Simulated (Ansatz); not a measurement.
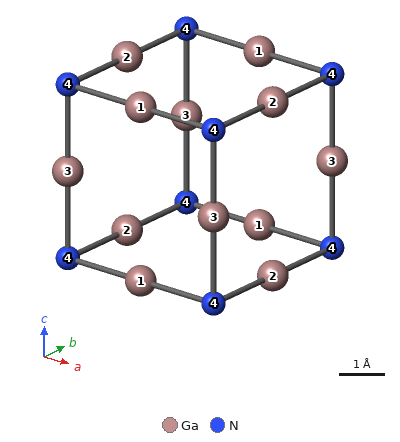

Fig. 1: The starting structure (ball-and-stick view of the cell of the calculation, seen at an oblique angle; atoms are numbered from 1 in the order of the input).

# Geometry relaxation of Ga3N

Ga3N (Pm-3m, 4 atoms in the cell), computed with DFT PBE, scalar-relativistic, plane waves, PAW, no spin polarisation (Ansatz 0.2.0).

The structure was made by swapping elements on the sites of another compound; it need not be a known phase. It belongs to a series of runs on one base structure; here: anti-ReO3 type (Pm-3m, No. 221). Figures and captions count atoms from 1; the log counts them from 0 in places.

## Input file
```yaml
crystal:
  lattice:
    - [4.2266666887, 0.0, 0.0]
    - [0.0, 4.2266666887, 0.0]
    - [0.0, 0.0, 4.2266666887]
  atoms:
    - { symbol: Ga, position: [0.5, 0.0, 0.0] }
    - { symbol: Ga, position: [0.0, 0.5, 0.0] }
    - { symbol: Ga, position: [0.0, 0.0, 0.5] }
    - { symbol: "N", position: [0.0, 0.0, 0.0] }
basis:
  ecutwfc: 420
kpoints:
  mp_grid: { grid: [4, 4, 4] }
hamiltonian:
  xc: pbe
scf:
  occupations: { method: gaussian, width: 0.1 }
  lower_state_search: "off"
output:
  forces: true
  stress: true
  eigenvalues: true
relax:
  adjacent_minimum: "off"
  f_tol: 0.04
  max_steps: 70
  cell: { stress_tol: 0.4 }
```

Hardware: 1 thread of Intel Xeon (Granite Rapids), 192 GiB of memory available, shared host.

Command:
```bash
ansatz run input.yaml --threads 1 --pin off --max-ram 2560MiB --backend cpu --events-out ev --progress --plain --runs-dir out
```

## Log
```
Engine: ansatz 0.2.0, x86_64-unknown-linux-gnu
Pseudopotentials: kind: paw
Pseudopotential: Ga, paw, valence charge 13, recommended cutoff 420 eV (normal), Ga.paw.azcp
Pseudopotential: N, paw, valence charge 5, recommended cutoff 420 eV (normal), N.paw.azcp
Functional definition: PBE
  parameter kappa = 0.804
  parameter beta = 0.06672455060314922
  exchange = pbe_x(kappa = kappa, mu = beta*pi^2/3)
  correlation = pbe_c(beta = beta)
Crystal: 4 atoms, lattice volume = 75.508 Å³
Basis set: ecut = 420 eV, 1419 PW (Γ), exchange–correlation on 60×60×60 points (8 copies of the dense FFT grid, shifted against one another)
Bands: 27, of which v1, the nominal top of the filled ones, is band 22 counted from 1 (21 counted from 0)
Symmetry: 48 space group operations
Space group: Pm-3m (ITA 221), of the structure as read, at distance tolerance 4.2e-5 Å
k-points: 10 of 64
Non-local potential: Ga, projectors of the file, l = 0: 2, l = 1: 2, l = 2: 3, l = 3: 1
Non-local potential: N, projectors of the file, l = 0: 2, l = 1: 2, l = 2: 1
PAW form: soft (Blöchl's): semilocal exchange-correlation on the pseudo side does not see the compensation charge
PAW one-centre angular grid: Ga, 590 points (default); XC on 64 Gauss nodes
PAW one-centre angular grid: N, 110 points (default); XC on 64 Gauss nodes
Initial density: superposition of atomic densities (neutral atoms: chi_scale 0, normalization atom), corrected by the library's trained network
Initial wavefunctions: pseudopotential atomic-orbital guess
Functional: x = pbe(κ = 0.804, μ = 0.2195149727645171), c = pbe(β = 0.06672455060314922)
SCF iter   1: F=—  HF=-11729.590809 eV  |F-HF|=—  |Δ(HF+E_count)|=         —  Δρ=5.14e-3  dr2=1.20e-2  ethr=1.77e-3  ⟨swp⟩=5.7  Hψ=1010  notcnv=0
preconditioner: auto → LDOS  [insulator: Δε(μ)=0.290 eV  Ē_g=14.831 eV  σ=0.100 eV  W_gap=0.66  n_scr=18 (ndim 8)  ℏωp=28.3 eV  f_vac=0.039  D(μ)=1.97/eV (n_scr^D=18)  ε∞_Penn≈4.7  β→1.0]
SCF iter   2: F=—  HF=-11729.591574 eV  |F-HF|=—  |Δ(HF+E_count)|=   7.66e-4  Δρ=2.80e-3  dr2=2.91e-3  ethr=2.73e-5  ⟨swp⟩=2.0  Hψ=590  notcnv=0  defer=3
SCF iter   3: F=—  HF=-11729.589947 eV  |F-HF|=—  |Δ(HF+E_count)|=   1.63e-3  Δρ=1.01e-3  dr2=5.55e-4  ethr=6.61e-6  ⟨swp⟩=2.0  Hψ=480  notcnv=0  defer=3
SCF iter   4: F=—  HF=-11729.589436 eV  |F-HF|=—  |Δ(HF+E_count)|=   5.11e-4  Δρ=2.74e-4  dr2=5.38e-5  ethr=1.26e-6  ⟨swp⟩=2.0  Hψ=461  notcnv=0  defer=3
SCF iter   5: F=—  HF=-11729.589388 eV  |F-HF|=—  |Δ(HF+E_count)|=   4.85e-5  Δρ=4.15e-5  dr2=1.20e-6  ethr=1.22e-7  ⟨swp⟩=2.0  Hψ=480  notcnv=0  defer=3
SCF iter   6: F=-11729.589388 eV  HF=-11729.589388 eV  |F-HF|=9.75e-10  |Δ(HF+E_count)|=   1.36e-7  Δρ=4.33e-6  dr2=1.43e-8  ethr=2.27e-10  ⟨swp⟩=5.8  Hψ=1337  notcnv=0
SCF 1 converged in 6 iterations: F = -11729.589388 eV  dr2 = 1.43e-8
  greatest PAW one-centre occupation: 0.995 electrons in one spin orbital (limit 2), on the Ga atom at site 1 (counted from 0), in its partial waves of l = 2
relax step   1: F+E_penalty+E_count = -11729.58938761 eV  Δ(F+E_penalty+E_count) = +0.000e0 eV  max|allowed force component| = 6.107e-29 eV/Å  Δτ_max = 0.0000 Å  P = +5.465 GPa  Ω = 75.508 Å³  (6 SCF iters, dr2 threshold 1.00e-7 eV, accepted)
Crystal: 4 atoms, lattice volume = 79.551 Å³
Basis set: ecut = 420 eV, 1551 PW (Γ), exchange–correlation on 60×60×60 points (8 copies of the dense FFT grid, shifted against one another)
Initial density: handed on by an earlier stage of this run
Initial wavefunctions: those handed on with the density
iter 1 solved again at ethr=6.67e-5 eV; its pass at ethr=3.10e-3 eV (dr2=2.94e-2 eV) is discarded
SCF iter   1: F=—  HF=-11729.693593 eV  |F-HF|=—  |Δ(HF+E_count)|=         —  Δρ=5.85e-3  dr2=2.96e-2  ethr=6.67e-5  ⟨swp⟩=1.2  Hψ=1387  notcnv=0
preconditioner: auto → Resta (q_TF=auto, 2.472 Å⁻¹)  ε∞=4.5  [insulator: Δε(μ)=0.253 eV  Ē_g=14.726 eV  σ=0.100 eV  W_gap=0.88  n_scr=18 (ndim 8)  ℏωp=27.6 eV  f_vac=0.054  D(μ)=0.65/eV (n_scr^D=0)  ε∞_Penn≈4.5]
SCF iter   2: F=—  HF=-11729.688098 eV  |F-HF|=—  |Δ(HF+E_count)|=   5.50e-3  Δρ=2.30e-3  dr2=4.81e-3  ethr=6.67e-5  ⟨swp⟩=2.0  Hψ=496  notcnv=0
preconditioner: auto → LDOS  [insulator: Δε(μ)=0.212 eV  Ē_g=14.700 eV  σ=0.100 eV  W_gap=0.80  n_scr=18 (ndim 8)  ℏωp=27.6 eV  f_vac=0.054  D(μ)=0.98/eV (n_scr^D=6)  ε∞_Penn≈4.5  β→1.0]
SCF iter   3: F=—  HF=-11729.687126 eV  |F-HF|=—  |Δ(HF+E_count)|=   9.72e-4  Δρ=4.92e-4  dr2=3.00e-4  ethr=1.09e-5  ⟨swp⟩=2.0  Hψ=322  notcnv=0
SCF iter   4: F=—  HF=-11729.687101 eV  |F-HF|=—  |Δ(HF+E_count)|=   2.47e-5  Δρ=3.73e-4  dr2=6.16e-5  ethr=6.81e-7  ⟨swp⟩=2.0  Hψ=489  notcnv=0
SCF iter   5: F=—  HF=-11729.687026 eV  |F-HF|=—  |Δ(HF+E_count)|=   7.52e-5  Δρ=5.37e-5  dr2=1.50e-6  ethr=1.40e-7  ⟨swp⟩=2.0  Hψ=488  notcnv=0
SCF iter   6: F=-11729.687027 eV  HF=-11729.687027 eV  |F-HF|=1.83e-8  |Δ(HF+E_count)|=   1.57e-6  Δρ=8.74e-6  dr2=5.13e-8  ethr=9.09e-10  ⟨swp⟩=5.9  Hψ=1230  notcnv=0
SCF 2 converged in 6 iterations: F = -11729.687027 eV  dr2 = 5.13e-8
relax step   2: F+E_penalty+E_count = -11729.68702721 eV  Δ(F+E_penalty+E_count) = -9.764e-2 eV  max|allowed force component| = 4.700e-30 eV/Å  Δτ_max = 0.0000 Å  P = +2.677 GPa  Ω = 79.551 Å³  energy of the carried Pulay correction = -4.102e-3 eV  (6 SCF iters, dr2 threshold 4.00e-7 eV, accepted)
Crystal: 4 atoms, lattice volume = 83.860 Å³
Basis set: ecut = 420 eV, 1647 PW (Γ), exchange–correlation on 60×60×60 points (8 copies of the dense FFT grid, shifted against one another)
iter 1 solved again at ethr=5.14e-5 eV; its pass at ethr=3.10e-3 eV (dr2=2.26e-2 eV) is discarded
SCF iter   1: F=—  HF=-11729.724834 eV  |F-HF|=—  |Δ(HF+E_count)|=         —  Δρ=4.91e-3  dr2=2.29e-2  ethr=5.14e-5  ⟨swp⟩=2.0  Hψ=1527  notcnv=0
preconditioner: auto → Resta (q_TF=auto, 2.450 Å⁻¹)  ε∞=4.4  [insulator: Δε(μ)=0.322 eV  Ē_g=14.533 eV  σ=0.100 eV  W_gap=0.97  n_scr=18 (ndim 8)  ℏωp=26.9 eV  f_vac=0.060  D(μ)=0.19/eV (n_scr^D=0)  ε∞_Penn≈4.4]
SCF iter   2: F=—  HF=-11729.720849 eV  |F-HF|=—  |Δ(HF+E_count)|=   3.99e-3  Δρ=1.99e-3  dr2=3.85e-3  ethr=5.14e-5  ⟨swp⟩=2.0  Hψ=486  notcnv=0
SCF iter   3: F=—  HF=-11729.720223 eV  |F-HF|=—  |Δ(HF+E_count)|=   6.25e-4  Δρ=7.80e-4  dr2=5.96e-4  ethr=8.76e-6  ⟨swp⟩=1.9  Hψ=307  notcnv=0
SCF iter   4: F=—  HF=-11729.720161 eV  |F-HF|=—  |Δ(HF+E_count)|=   6.22e-5  Δρ=1.55e-4  dr2=1.75e-5  ethr=1.36e-6  ⟨swp⟩=2.6  Hψ=420  notcnv=0
SCF iter   5: F=—  HF=-11729.720036 eV  |F-HF|=—  |Δ(HF+E_count)|=   1.26e-4  Δρ=9.03e-5  dr2=5.03e-6  ethr=3.97e-8  ⟨swp⟩=2.4  Hψ=531  notcnv=0
SCF iter   6: F=-11729.720037 eV  HF=-11729.720037 eV  |F-HF|=5.01e-8  |Δ(HF+E_count)|=   1.41e-6  Δρ=1.67e-5  dr2=3.47e-7  ethr=9.09e-10  ⟨swp⟩=4.6  Hψ=1353  notcnv=0
SCF 3 converged in 6 iterations: F = -11729.720037 eV  dr2 = 3.47e-7
  greatest PAW one-centre occupation: 0.995 electrons in one spin orbital (limit 2), on the Ga atom at site 0 (counted from 0), in its partial waves of l = 2
relax step   3: F+E_penalty+E_count = -11729.72003715 eV  Δ(F+E_penalty+E_count) = -3.301e-2 eV  max|allowed force component| = 2.465e-30 eV/Å  Δτ_max = 0.0000 Å  P = +0.173 GPa  Ω = 83.860 Å³  energy of the carried Pulay correction = -8.245e-3 eV  (6 SCF iters, dr2 threshold 4.00e-7 eV, accepted)
Initial wavefunctions: pseudopotential atomic-orbital guess (no wavefunctions were taken with the density)
iter 1 solved again at ethr=2.81e-7 eV; its pass at ethr=3.10e-3 eV (dr2=1.24e-4 eV) is discarded
SCF iter   1: F=—  HF=-11729.711167 eV  |F-HF|=—  |Δ(HF+E_count)|=         —  Δρ=1.33e-3  dr2=1.21e-4  ethr=2.81e-7  ⟨swp⟩=3.0  Hψ=1621  notcnv=0
preconditioner: auto → Resta (q_TF=auto, 2.450 Å⁻¹)  ε∞=4.4  [insulator: Δε(μ)=0.299 eV  Ē_g=14.513 eV  σ=0.100 eV  W_gap=0.95  n_scr=18 (ndim 8)  ℏωp=26.9 eV  f_vac=0.061  D(μ)=0.27/eV (n_scr^D=0)  ε∞_Penn≈4.4]
SCF iter   2: F=—  HF=-11729.725832 eV  |F-HF|=—  |Δ(HF+E_count)|=   1.47e-2  Δρ=6.75e-4  dr2=3.21e-5  ethr=2.75e-7  ⟨swp⟩=2.2  Hψ=416  notcnv=0
SCF iter   3: F=—  HF=-11729.730130 eV  |F-HF|=—  |Δ(HF+E_count)|=   4.30e-3  Δρ=3.20e-4  dr2=4.93e-6  ethr=7.30e-8  ⟨swp⟩=2.2  Hψ=331  notcnv=0
SCF iter   4: F=—  HF=-11729.731257 eV  |F-HF|=—  |Δ(HF+E_count)|=   1.13e-3  Δρ=8.20e-5  dr2=1.50e-6  ethr=1.12e-8  ⟨swp⟩=2.2  Hψ=490  notcnv=0
SCF iter   5: F=—  HF=-11729.731313 eV  |F-HF|=—  |Δ(HF+E_count)|=   5.63e-5  Δρ=2.21e-5  dr2=5.04e-7  ethr=3.41e-9  ⟨swp⟩=2.9  Hψ=506  notcnv=0
SCF iter   6: F=—  HF=-11729.731316 eV  |F-HF|=—  |Δ(HF+E_count)|=   3.23e-6  Δρ=9.70e-6  dr2=1.85e-7  ethr=1.15e-9  ⟨swp⟩=2.7  Hψ=482  notcnv=0
SCF iter   7: F=—  HF=-11729.731317 eV  |F-HF|=—  |Δ(HF+E_count)|=   3.43e-7  Δρ=1.98e-6  dr2=7.66e-9  ethr=4.20e-10  ⟨swp⟩=2.0  Hψ=321  notcnv=0
SCF iter   8: F=-11729.731317 eV  HF=-11729.731317 eV  |F-HF|=3.64e-12  |Δ(HF+E_count)|=   1.53e-8  Δρ=3.87e-7  dr2=2.41e-10  ethr=5.82e-12  ⟨swp⟩=4.1  Hψ=813  notcnv=0
SCF 4 converged in 8 iterations: F = -11729.731317 eV  dr2 = 2.41e-10
relax step   4: F+E_penalty+E_count = -11729.73131652 eV  Δ(F+E_penalty+E_count) = -1.128e-2 eV  max|allowed force component| = 2.367e-30 eV/Å  Δτ_max = 0.0000 Å  P = +0.307 GPa  Ω = 83.860 Å³  stress off target by 3.07e-1 GPa  SCF on the basis re-selected at this cell (its energy is not comparable with the rows above)  (8 SCF iters)
```

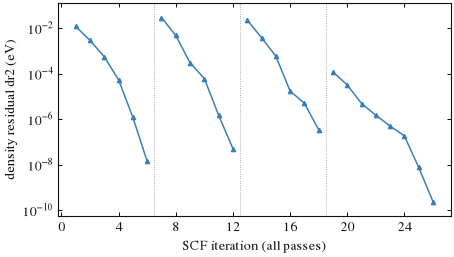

Fig. 2: Convergence of the self-consistent field: density residual dr2 against the SCF iteration. The dotted lines part the SCF passes of the relaxation: geometry steps, rejected trials and re-solves on a re-selected basis. The passes take 6, 6, 6 and 8 iterations.

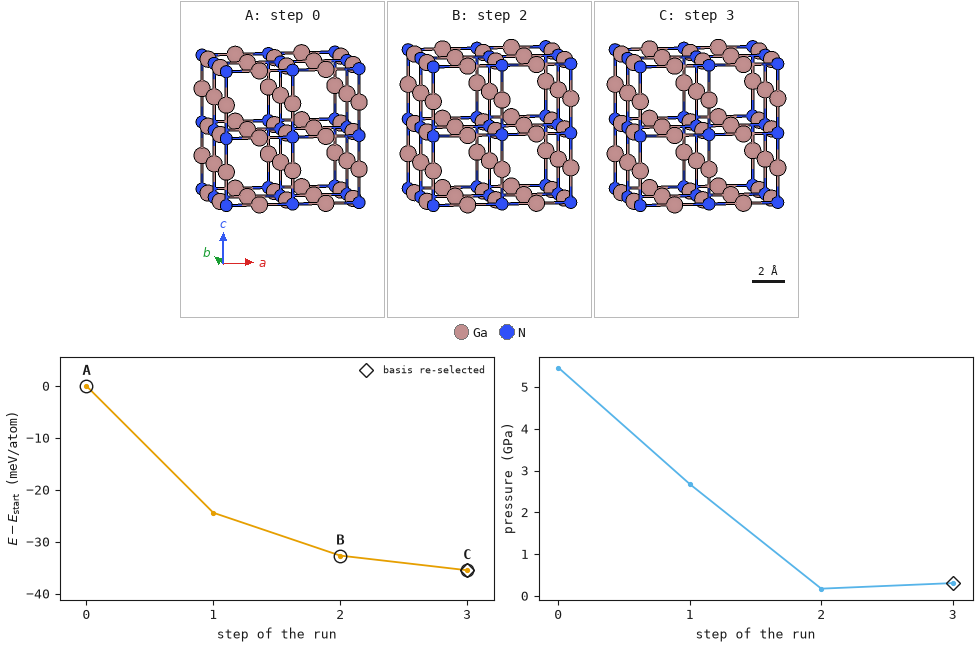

Fig. 3: Frames of the relaxation (ball-and-stick view of the cell of the calculation, repeated 2 × 2 × 2, seen slightly off an axis) above the curves, on which the letters mark them (the first geometry is step 0 here and step 1 in the log).

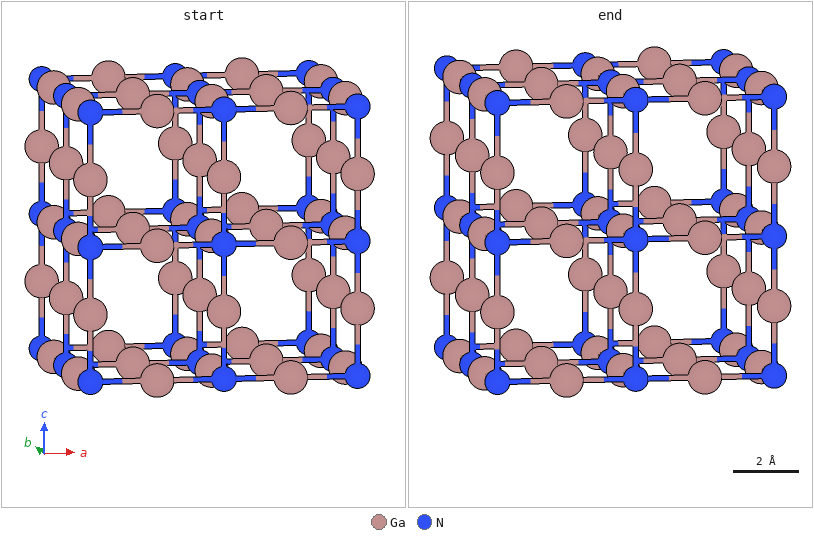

Fig. 4: Before (left) and after (right) the relaxation, at one scale (ball-and-stick view of the cell of the calculation, repeated 2 × 2 × 2, seen slightly off an axis). The atoms keep their places relative to the cell (all moves are under 0.005 Å). The drawn cell changes as follows: a = b = c 4.227 → 4.377 Å (+3.6 %); the volume changes by +11.1 %. Among the contacts that change: Ga1–N4 2.113 → 2.189 Å. The space group stays Pm-3m (No. 221). Over 2 geometry steps the energy falls by 32.7 meV per atom. All forces vanish by symmetry, so only the cell relaxes. The pressure goes from 5.46 to 0.31 GPa. A last SCF at the same geometry on a re-selected plane-wave basis shifts the energy by −2.8 meV per atom. (Atoms are counted from 1 in the order of the input.)

```
basis re-selected at this cell: Δ(F+E_penalty+E_count) = -1.128e-2 eV, ΔP = +0.134 GPa vs the last step (what re-selecting the basis moved, of the pressure what is left beyond the Pulay correction that the steps carried, after the strain that the cell walked since its last selection, with what the two solves' SCF thresholds leave and, on support functions, any second-order correction that the steps lacked; it is no measure of the basis error at this ecutwfc). This SCF's stress stands 3.07e-1 GPa from its target on what of the cell is left free (relax.cell.stress_tol is 4.00e-1 GPa) and its largest allowed force component is 2.37e-30 eV/Å (relax.f_tol is 4.00e-2 eV/Å): within both
SCF converged after 8 iterations
Free energy (F): -11729.731317 eV
Harris-Foulkes:  -11729.731317 eV  (|F-HF|=3.64e-12)
Internal energy: -11729.729825 eV  (E = F + TS)
E sigma→0 (E₀):  -11729.730571 eV
Entropy (-TS):   -0.001492 eV (-0.373 meV/atom)
Fermi energy:    6.108096 eV
--- Per-component energies (eV) ---
  E_band       = -242.894790
  E_kinetic    = 468.131113
  E_local      = -6754.490934  (includes V_loc(G=0)·N_el)
  E_nonlocal   = 1316.820121
  E_hartree    = 3106.676736
  E_xc         = -264.543048
  E_vxc        = -245.789358  (∫ρ·V_xc dr)
  E_paw        = -6086.324378  (= ΣΔE_a)
  E_vpaw       = -1240.917990  (= ΣTr[D̂ρ^β])
  E_aug_tail   = -0.000223  (compensation charges beyond the density's cutoff)
  E_ewald      = -3515.999211
  E_smearing   = -0.001492  (= −TS)
  E_closure    = -0.000000  (closes the sum)
  Σ components = -11729.731317   (vs F -11729.731317, Δ=0.00e0)
--- Forces (eV/Å), atoms counted from 1 ---
  atom   1  Ga    -0.00000000    -0.00000000    -0.00000000
  atom   2  Ga     0.00000000    -0.00000000    -0.00000000
  atom   3  Ga    -0.00000000    -0.00000000     0.00000000
  atom   4  N      0.00000000     0.00000000    -0.00000000
  max |Σ_I F_I| component: 3.16e-30 eV/Å
--- Stress (GPa, compression-positive) ---
        0.306907       0.000000       0.000000
        0.000000       0.306907       0.000000
        0.000000       0.000000       0.306907
  P = ⅓ Tr σ = 0.3069 GPa (3.069 kbar)
--- Band table (eV; the first three rows and the last of 10) ---
  k-point 0: bands = ["-10.2609", "-8.5862", "-8.5862", "-8.5862", "-8.5426", "-8.5426", "-8.4579", "-8.4579", "-8.4579", "-8.3842", "-8.3805", "-8.3805", "-8.3099", "-8.3099", "-8.3099", "-7.3029", "0.6419", "1.1634", "1.1634", "1.1634", "3.8801", "3.8801", "9.0570", "9.0570", "9.0570", "11.4285", "11.4285"]
  k-point 1: bands = ["-10.1089", "-8.5789", "-8.5546", "-8.5546", "-8.5383", "-8.5209", "-8.4650", "-8.4588", "-8.4588", "-8.4348", "-8.4018", "-8.3798", "-8.3539", "-8.3539", "-8.3099", "-7.3556", "-0.7421", "1.3255", "1.3255", "1.6206", "4.1043", "5.5052", "8.6406", "8.8336", "8.8336", "9.8460", "10.5665"]
  k-point 2: bands = ["-9.9289", "-8.5706", "-8.5338", "-8.5159", "-8.4957", "-8.4957", "-8.4881", "-8.4730", "-8.4582", "-8.4582", "-8.4305", "-8.4266", "-8.4266", "-8.3791", "-8.3098", "-7.4121", "-1.4701", "1.5020", "1.5020", "1.7590", "4.3840", "6.2278", "8.4229", "8.4229", "8.7626", "10.1892", "10.2474"]
  k-point 9: bands = ["-8.6656", "-8.6266", "-8.6266", "-8.6266", "-8.5507", "-8.5270", "-8.5270", "-8.5270", "-8.4412", "-8.4412", "-8.4131", "-8.4131", "-8.4131", "-8.3485", "-8.3485", "-8.3485", "-0.3872", "-0.3872", "-0.3872", "4.6852", "4.6852", "4.6852", "8.0073", "8.0073", "8.0073", "9.5679", "10.3417"]
--- Relaxed structure (3 steps of the walk, 3 accepted, 1 SCFs on fresh bases) ---
  F+E_penalty+E_count = -11729.73131652 eV   max|allowed force component| = 2.367e-30 eV/Å   (the final SCF, on the basis selected at the relaxed cell)
  cell:  # Å, volume = 83.8605 Å³
    - [4.377093267780686, 8.9876730738071e-34, 0.0]
    - [1.2839532962581571e-33, 4.377093267780686, 0.0]
    - [0.0, 0.0, 4.377093267780686]
  atoms:
    - { symbol: Ga, position: [0.5, 1.0290359073504883e-33, -6.455206798878321e-35] }
    - { symbol: Ga, position: [4.5376306615634275e-34, 0.5, -6.455206798878321e-35] }
    - { symbol: Ga, position: [-5.183151341451744e-34, -3.6832650558302193e-34, 0.5] }
    - { symbol: N, position: [3.6073214464399067e-35, -2.3162800866560648e-34, -4.936334610907113e-35] }
```

## Trajectory as extended XYZ (Å, eV, eV/Å), 4 frames, from step=1 to step=4
```
4
Lattice="4.2267 0.0000 0.0000 0.0000 4.2267 0.0000 0.0000 0.0000 4.2267" Properties=species:S:1:pos:R:3:forces:R:3 step=1 energy=-11729.58939 pressure_GPa=5.46
Ga    2.1133    0.0000    0.0000    0.0000   0.0000   0.0000
Ga    0.0000    2.1133    0.0000    0.0000   0.0000   0.0000
Ga    0.0000    0.0000    2.1133    0.0000   0.0000   0.0000
N     0.0000    0.0000    0.0000    0.0000   0.0000   0.0000
4
Lattice="4.3008 0.0000 0.0000 0.0000 4.3008 0.0000 0.0000 0.0000 4.3008" Properties=species:S:1:pos:R:3:forces:R:3 step=2 energy=-11729.68703 pressure_GPa=2.68
Ga    2.1504    0.0000    0.0000    0.0000   0.0000   0.0000
Ga    0.0000    2.1504    0.0000    0.0000   0.0000   0.0000
Ga    0.0000    0.0000    2.1504    0.0000   0.0000   0.0000
N     0.0000    0.0000    0.0000    0.0000   0.0000   0.0000
4
Lattice="4.3771 0.0000 0.0000 0.0000 4.3771 0.0000 0.0000 0.0000 4.3771" Properties=species:S:1:pos:R:3:forces:R:3 step=3 energy=-11729.72004 pressure_GPa=0.17
Ga    2.1885    0.0000    0.0000    0.0000   0.0000   0.0000
Ga    0.0000    2.1885    0.0000    0.0000   0.0000   0.0000
Ga    0.0000    0.0000    2.1885    0.0000   0.0000   0.0000
N     0.0000    0.0000    0.0000    0.0000   0.0000   0.0000
4
Lattice="4.3771 0.0000 0.0000 0.0000 4.3771 0.0000 0.0000 0.0000 4.3771" Properties=species:S:1:pos:R:3:forces:R:3 step=4 energy=-11729.73132 pressure_GPa=0.31
Ga    2.1885    0.0000    0.0000    0.0000   0.0000   0.0000
Ga    0.0000    2.1885    0.0000    0.0000   0.0000   0.0000
Ga    0.0000    0.0000    2.1885    0.0000   0.0000   0.0000
N     0.0000    0.0000    0.0000    0.0000   0.0000   0.0000
```

## Results in brief

```json
{"quantity": "outcome", "value": "converged"}
{"quantity": "space group (tolerance 0.01 Å)", "value": "Pm-3m (221)"}
{"quantity": "electrons treated", "value": "44"}
{"quantity": "free energy", "value": "−11729.7313 eV"}
{"quantity": "Fermi energy", "value": "6.108 eV"}
{"quantity": "gap on the k-point mesh", "value": "none (metallic)"}
{"quantity": "pressure", "value": "0.31 GPa"}
{"quantity": "final volume", "value": "83.86 Å³"}
{"quantity": "largest force (length of the vector) at the end", "value": "under 0.001 eV/Å"}
{"quantity": "final cell", "value": "a = 4.377 Å, b = 4.377 Å, c = 4.377 Å, α = 90.00°, β = 90.00°, γ = 90.00°"}
{"quantity": "wall time", "value": "3.5 s"}
{"quantity": "peak memory", "value": "0.36 GiB"}
```
